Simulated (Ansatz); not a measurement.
Geometry relaxation, with input and output: Ga$_{4}$P (part 1 of 2)

The run: geometry relaxation of Ga$_{4}$P (Im-3m, 5 atoms in the cell). Method and program: DFT PBE, scalar-relativistic, plane waves, PAW, no spin polarisation (Ansatz 0.2.0).

The structure was made by a generator, so it may or may not be a known phase. Figures and captions count atoms from 1; the log counts them from 0 in places.

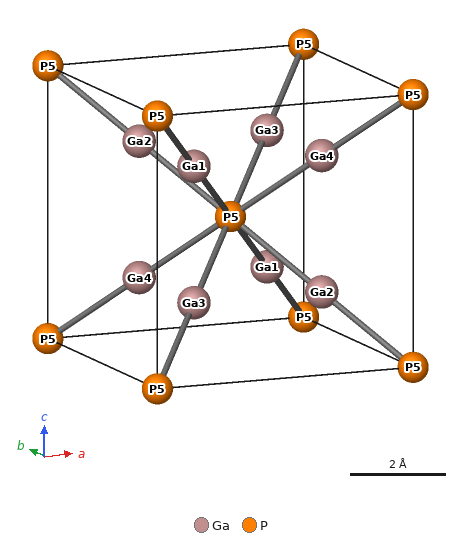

The starting structure (ball-and-stick view of the cell 2 times as large as that of the calculation, set on its symmetry axes, seen slightly off an axis; atoms are numbered from 1 in the order of the input). An atom can appear more than once, as a periodic image. Near neighbours in the periodic cell (some may lie outside the picture): Ga has 2 P at 2.56 Å; P has 8 Ga at 2.56 Å.

**Results in brief**

```json
{"quantity": "outcome", "value": "converged"}
{"quantity": "space group (tolerance 0.01 Å)", "value": "Im-3m (229)"}
{"quantity": "electrons treated", "value": "57"}
{"quantity": "free energy", "value": "−15886.4752 eV"}
{"quantity": "Fermi energy", "value": "7.888 eV"}
{"quantity": "gap on the k-point mesh", "value": "none (metallic)"}
{"quantity": "pressure", "value": "0.01 GPa"}
{"quantity": "final volume", "value": "105.40 Å³"}
{"quantity": "largest force (length of the vector) at the end", "value": "under 0.001 eV/Å"}
{"quantity": "final cell", "value": "a = 5.154 Å, b = 5.154 Å, c = 5.154 Å, α = 109.47°, β = 109.47°, γ = 109.47°"}
{"quantity": "hardware", "value": "1 thread of AMD EPYC (Zen 3), 189 GiB of memory available, shared host"}
{"quantity": "wall time", "value": "88 s"}
{"quantity": "peak memory", "value": "0.47 GiB"}
```

**The input**
```yaml
crystal:
  lattice:
    - [-2.9524555952, 2.9524555952, 2.9524555952]
    - [2.9524555952, -2.9524555952, 2.9524555952]
    - [2.9524555952, 2.9524555952, -2.9524555952]
  atoms:
    - { symbol: Ga, position: [0.0, 0.0, 0.5] }
    - { symbol: Ga, position: [0.5, 0.0, 0.0] }
    - { symbol: Ga, position: [0.5, 0.5, 0.5] }
    - { symbol: Ga, position: [0.0, 0.5, 0.0] }
    - { symbol: P, position: [0.0, 0.0, 0.0] }
basis:
  ecutwfc: 420
kpoints:
  mp_grid: { grid: [10, 10, 10] }
hamiltonian:
  xc: pbe
scf:
  occupations: { method: gaussian, width: 0.1 }
output:
  forces: true
  stress: true
  eigenvalues: true
  write_density: true
  write_potential: true
  elf: true
  volumetric_format: npy
relax:
  adjacent_minimum: "off"
  f_tol: 0.01
  max_steps: 80
  cell: { stress_tol: 0.05 }
```

Launch command:
```bash
ansatz run input.yaml --threads 1 --pin off --max-ram 2560MiB --backend cpu --events-out ev --progress --plain --runs-dir out
```

**What the program printed**
```
Engine: ansatz 0.2.0, x86_64-unknown-linux-gnu
Pseudopotentials: kind: paw
Pseudopotential: Ga, paw, valence charge 13, recommended cutoff 420 eV (normal), Ga.paw.azcp
Pseudopotential: P, paw, valence charge 5, recommended cutoff 420 eV (normal), P.paw.azcp
Functional definition: PBE
  parameter kappa = 0.804
  parameter beta = 0.06672455060314922
  exchange = pbe_x(kappa = kappa, mu = beta*pi^2/3)
  correlation = pbe_c(beta = beta)
Crystal: 5 atoms, lattice volume = 102.946 Å³
Basis set: ecut = 420 eV, 1985 PW (Γ), exchange–correlation on 72×72×72 points (8 copies of the dense FFT grid, shifted against one another)
Bands: 35, of which v1, the nominal top of the filled ones, is band 29 counted from 1 (28 counted from 0)
Symmetry: 48 space group operations
Space group: Im-3m (ITA 229), of the structure as read, at distance tolerance 4.7e-5 Å
k-points: 47 of 1000
Non-local potential: Ga, projectors of the file, l = 0: 2, l = 1: 2, l = 2: 3, l = 3: 1
Non-local potential: P, projectors of the file, l = 0: 2, l = 1: 2, l = 2: 2
PAW form: soft (Blöchl's): semilocal exchange-correlation on the pseudo side does not see the compensation charge
PAW one-centre angular grid: Ga, 590 points (default); XC on 64 Gauss nodes
PAW one-centre angular grid: P, 110 points (default); XC on 64 Gauss nodes
Initial density: superposition of atomic densities (neutral atoms: chi_scale 0, normalization atom), corrected by the library's trained network
Initial wavefunctions: pseudopotential atomic-orbital guess
Functional: x = pbe(κ = 0.804, μ = 0.2195149727645171), c = pbe(β = 0.06672455060314922)
SCF iter   1: F=—  HF=-15886.470408 eV  |F-HF|=—  |Δ(HF+E_count)|=         —  Δρ=1.46e-3  dr2=1.41e-3  ethr=1.77e-3  ⟨swp⟩=7.0  Hψ=6768  notcnv=0  defer=1
preconditioner: auto → Kerker (q_TF=auto, 2.472 Å⁻¹)  [metal: Δε(μ)=0.015 eV  Ē_g=14.692 eV  σ=0.100 eV  W_gap=0.08  n_scr=18 (ndim 8)  ℏωp=27.6 eV  f_vac=0.002  D(μ)=3.16/eV (n_scr^D=18)]
SCF iter   2: F=—  HF=-15886.467941 eV  |F-HF|=—  |Δ(HF+E_count)|=   2.47e-3  Δρ=8.55e-4  dr2=8.98e-4  ethr=2.48e-6  ⟨swp⟩=2.7  Hψ=3495  notcnv=0  defer=2
SCF iter   3: F=—  HF=-15886.467967 eV  |F-HF|=—  |Δ(HF+E_count)|=   2.68e-5  Δρ=4.94e-4  dr2=2.33e-4  ethr=1.58e-6  ⟨swp⟩=2.0  Hψ=2895  notcnv=0  defer=2
SCF iter   4: F=—  HF=-15886.468026 eV  |F-HF|=—  |Δ(HF+E_count)|=   5.91e-5  Δρ=2.38e-4  dr2=6.91e-5  ethr=4.09e-7  ⟨swp⟩=2.6  Hψ=2536  notcnv=0  defer=2
SCF iter   5: F=—  HF=-15886.468019 eV  |F-HF|=—  |Δ(HF+E_count)|=   7.70e-6  Δρ=9.14e-5  dr2=1.05e-5  ethr=1.21e-7  ⟨swp⟩=2.0  Hψ=2912  notcnv=0  defer=2
SCF iter   6: F=—  HF=-15886.468021 eV  |F-HF|=—  |Δ(HF+E_count)|=   2.50e-6  Δρ=4.04e-5  dr2=1.51e-6  ethr=1.84e-8  ⟨swp⟩=2.0  Hψ=1940  notcnv=0  defer=2
SCF iter   7: F=-15886.468021 eV  HF=-15886.468021 eV  |F-HF|=9.46e-9  |Δ(HF+E_count)|=   6.02e-7  Δρ=5.30e-6  dr2=1.82e-8  ethr=1.75e-10  ⟨swp⟩=12.6  Hψ=14325  notcnv=0
SCF 1 converged in 7 iterations: F = -15886.468021 eV  dr2 = 1.82e-8
  greatest PAW one-centre occupation: 0.995 electrons in one spin orbital (limit 2), on the Ga atom at site 1 (counted from 0), in its partial waves of l = 2
relax step   1: F+E_penalty+E_count = -15886.46802070 eV  Δ(F+E_penalty+E_count) = +0.000e0 eV  max|allowed force component| = 3.765e-29 eV/Å  Δτ_max = 0.0000 Å  P = +0.941 GPa  Ω = 102.946 Å³  (7 SCF iters, dr2 threshold 1.00e-7 eV, accepted)
Crystal: 5 atoms, lattice volume = 104.527 Å³
Basis set: ecut = 420 eV, 2093 PW (Γ), exchange–correlation on 72×72×72 points (8 copies of the dense FFT grid, shifted against one another)
Initial density: handed on by an earlier stage of this run
Initial wavefunctions: those handed on with the density
iter 1 solved again at ethr=2.57e-7 eV; its pass at ethr=3.10e-3 eV (dr2=1.47e-4 eV) is discarded
SCF iter   1: F=—  HF=-15886.473870 eV  |F-HF|=—  |Δ(HF+E_count)|=         —  Δρ=4.77e-4  dr2=1.95e-4  ethr=2.57e-7  ⟨swp⟩=3.1  Hψ=9342  notcnv=0
preconditioner: auto → Kerker (q_TF=auto, 2.466 Å⁻¹)  [metal: Δε(μ)=0.008 eV  Ē_g=14.674 eV  σ=0.100 eV  W_gap=0.04  n_scr=18 (ndim 8)  ℏωp=27.4 eV  f_vac=0.000  D(μ)=3.34/eV (n_scr^D=18)]
SCF iter   2: F=—  HF=-15886.473841 eV  |F-HF|=—  |Δ(HF+E_count)|=   2.95e-5  Δρ=3.17e-4  dr2=6.74e-5  ethr=2.57e-7  ⟨swp⟩=2.4  Hψ=2929  notcnv=0
SCF iter   3: F=—  HF=-15886.473848 eV  |F-HF|=—  |Δ(HF+E_count)|=   7.38e-6  Δρ=1.14e-4  dr2=1.39e-5  ethr=1.18e-7  ⟨swp⟩=2.0  Hψ=2748  notcnv=0
SCF iter   4: F=—  HF=-15886.473844 eV  |F-HF|=—  |Δ(HF+E_count)|=   3.83e-6  Δρ=2.41e-5  dr2=7.24e-7  ethr=2.43e-8  ⟨swp⟩=2.0  Hψ=2989  notcnv=0
SCF iter   5: F=-15886.473845 eV  HF=-15886.473845 eV  |F-HF|=3.07e-8  |Δ(HF+E_count)|=   5.04e-7  Δρ=7.79e-6  dr2=7.98e-8  ethr=8.77e-10  ⟨swp⟩=11.2  Hψ=12347  notcnv=0
SCF 2 converged in 5 iterations: F = -15886.473845 eV  dr2 = 7.98e-8
relax step   2: F+E_penalty+E_count = -15886.47384474 eV  Δ(F+E_penalty+E_count) = -5.824e-3 eV  max|allowed force component| = 1.254e-29 eV/Å  Δτ_max = 0.0000 Å  P = +0.331 GPa  Ω = 104.527 Å³  energy of the carried Pulay correction = -4.075e-4 eV  (5 SCF iters, dr2 threshold 5.00e-7 eV, accepted)
Crystal: 5 atoms, lattice volume = 105.403 Å³
iter 1 solved again at ethr=7.81e-8 eV; its pass at ethr=3.10e-3 eV (dr2=4.45e-5 eV) is discarded
SCF iter   1: F=—  HF=-15886.474566 eV  |F-HF|=—  |Δ(HF+E_count)|=         —  Δρ=2.54e-4  dr2=5.53e-5  ethr=7.81e-8  ⟨swp⟩=3.2  Hψ=9291  notcnv=0
preconditioner: auto → Kerker (q_TF=auto, 2.463 Å⁻¹)  [metal: Δε(μ)=0.017 eV  Ē_g=14.644 eV  σ=0.100 eV  W_gap=0.09  n_scr=18 (ndim 8)  ℏωp=27.3 eV  f_vac=0.000  D(μ)=3.42/eV (n_scr^D=18)]
SCF iter   2: F=—  HF=-15886.474555 eV  |F-HF|=—  |Δ(HF+E_count)|=   1.10e-5  Δρ=1.70e-4  dr2=1.97e-5  ethr=7.81e-8  ⟨swp⟩=2.1  Hψ=2603  notcnv=0
SCF iter   3: F=—  HF=-15886.474557 eV  |F-HF|=—  |Δ(HF+E_count)|=   2.60e-6  Δρ=6.23e-5  dr2=4.33e-6  ethr=3.45e-8  ⟨swp⟩=2.0  Hψ=2740  notcnv=0
SCF iter   4: F=-15886.474556 eV  HF=-15886.474556 eV  |F-HF|=9.36e-8  |Δ(HF+E_count)|=   1.07e-6  Δρ=1.31e-5  dr2=2.24e-7  ethr=4.79e-10  ⟨swp⟩=10.2  Hψ=13870  notcnv=0
SCF 3 converged in 4 iterations: F = -15886.474556 eV  dr2 = 2.24e-7
  greatest PAW one-centre occupation: 0.995 electrons in one spin orbital (limit 2), on the Ga atom at site 3 (counted from 0), in its partial waves of l = 2
relax step   3: F+E_penalty+E_count = -15886.47455649 eV  Δ(F+E_penalty+E_count) = -7.117e-4 eV  max|allowed force component| = 1.841e-29 eV/Å  Δτ_max = 0.0000 Å  P = +0.013 GPa  Ω = 105.403 Å³  energy of the carried Pulay correction = -6.306e-4 eV  (4 SCF iters, dr2 threshold 2.73e-7 eV, accepted)
Initial wavefunctions: pseudopotential atomic-orbital guess (no wavefunctions were taken with the density)
iter 1 solved again at ethr=3.13e-7 eV; its pass at ethr=3.10e-3 eV (dr2=1.78e-4 eV) is discarded
SCF iter   1: F=—  HF=-15886.472100 eV  |F-HF|=—  |Δ(HF+E_count)|=         —  Δρ=4.91e-4  dr2=6.42e-6  ethr=3.13e-7  ⟨swp⟩=3.1  Hψ=10560  notcnv=0
preconditioner: auto → Kerker (q_TF=auto, 2.463 Å⁻¹)  [metal: Δε(μ)=0.017 eV  Ē_g=14.639 eV  σ=0.100 eV  W_gap=0.09  n_scr=18 (ndim 8)  ℏωp=27.3 eV  f_vac=0.000  D(μ)=3.42/eV (n_scr^D=18)]
SCF iter   2: F=—  HF=-15886.474404 eV  |F-HF|=—  |Δ(HF+E_count)|=   2.30e-3  Δρ=2.50e-4  dr2=1.79e-6  ethr=1.13e-8  ⟨swp⟩=2.9  Hψ=3156  notcnv=0
SCF iter   3: F=—  HF=-15886.475155 eV  |F-HF|=—  |Δ(HF+E_count)|=   7.51e-4  Δρ=3.36e-5  dr2=6.92e-8  ethr=3.14e-9  ⟨swp⟩=2.8  Hψ=3107  notcnv=0
SCF iter   4: F=—  HF=-15886.475168 eV  |F-HF|=—  |Δ(HF+E_count)|=   1.28e-5  Δρ=4.16e-6  dr2=1.85e-8  ethr=1.21e-10  ⟨swp⟩=2.0  Hψ=3011  notcnv=0
SCF iter   5: F=—  HF=-15886.475168 eV  |F-HF|=—  |Δ(HF+E_count)|=   1.59e-8  Δρ=2.18e-6  dr2=5.87e-9  ethr=3.25e-11  ⟨swp⟩=2.1  Hψ=2907  notcnv=0
SCF iter   6: F=—  HF=-15886.475168 eV  |F-HF|=—  |Δ(HF+E_count)|=   7.12e-9  Δρ=6.33e-7  dr2=4.73e-10  ethr=1.03e-11  ⟨swp⟩=2.0  Hψ=2077  notcnv=0
SCF iter   7: F=—  HF=-15886.475168 eV  |F-HF|=—  |Δ(HF+E_count)|=   1.66e-9  Δρ=2.17e-7  dr2=8.62e-11  ethr=1.00e-12  ⟨swp⟩=2.1  Hψ=2072  notcnv=0
SCF iter   8: F=-15886.475168 eV  HF=-15886.475168 eV  |F-HF|=3.64e-12  |Δ(HF+E_count)|=  2.18e-11  Δρ=9.49e-8  dr2=2.08e-11  ethr=1.00e-12  ⟨swp⟩=7.6  Hψ=8433  notcnv=0
SCF 4 converged in 8 iterations: F = -15886.475168 eV  dr2 = 2.08e-11
relax step   4: F+E_penalty+E_count = -15886.47516801 eV  Δ(F+E_penalty+E_count) = -6.115e-4 eV  max|allowed force component| = 9.493e-30 eV/Å  Δτ_max = 0.0000 Å  P = +0.012 GPa  Ω = 105.403 Å³  stress off target by 1.17e-2 GPa  SCF on the basis re-selected at this cell (its energy is not comparable with the rows above)  (8 SCF iters)
```

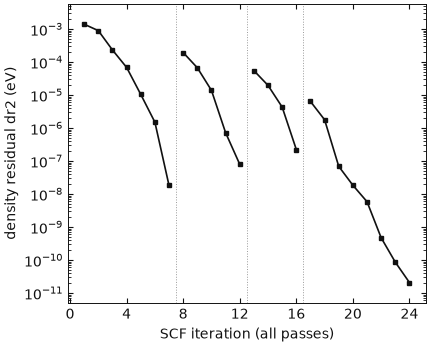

Convergence of the self-consistent field: density residual dr2 against the SCF iteration. The dotted lines part the SCF passes of the relaxation: geometry steps, rejected trials and re-solves on a re-selected basis. The passes take 7, 5, 4 and 8 iterations.

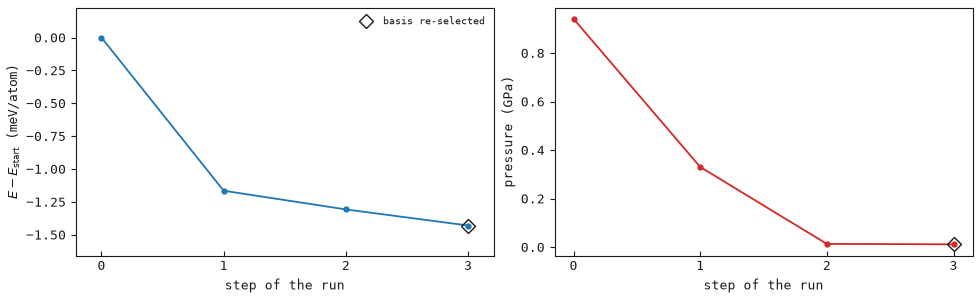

Progress of the relaxation, step by step (the first geometry is step 0 here and step 1 in the log).

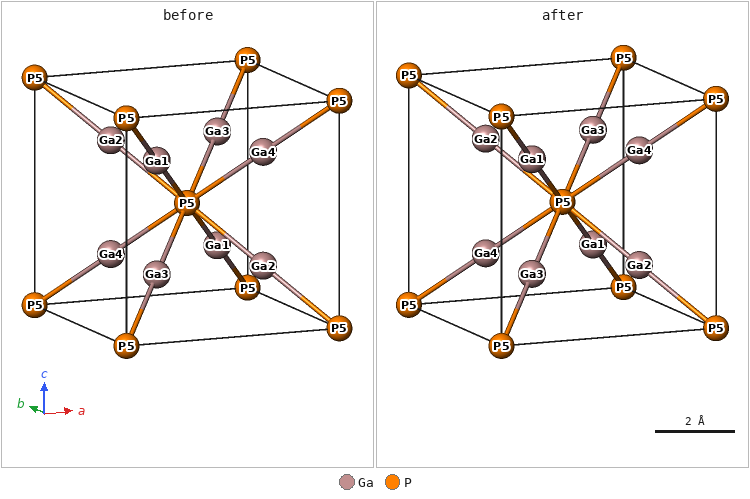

Before (left) and after (right) the relaxation, at one scale (ball-and-stick view of the cell 2 times as large as that of the calculation, set on its symmetry axes, seen slightly off an axis). The energy falls by 1.3 meV per atom in 2 geometry steps. All forces vanish by symmetry, so only the cell relaxes. The pressure goes from 0.94 to 0.01 GPa. The atoms keep their places relative to the cell (all moves are under 0.005 Å). The drawn cell changes as follows: a = b = c 5.905 → 5.952 Å (+0.8 %); the volume changes by +2.4 %. Among the contacts that change: Ga1–P5 2.557 → 2.577 Å. The space group stays Im-3m (No. 229). A last SCF at the same geometry on a re-selected plane-wave basis shifts the energy by −0.1 meV per atom. (Atoms are counted from 1 in the order of the input.)
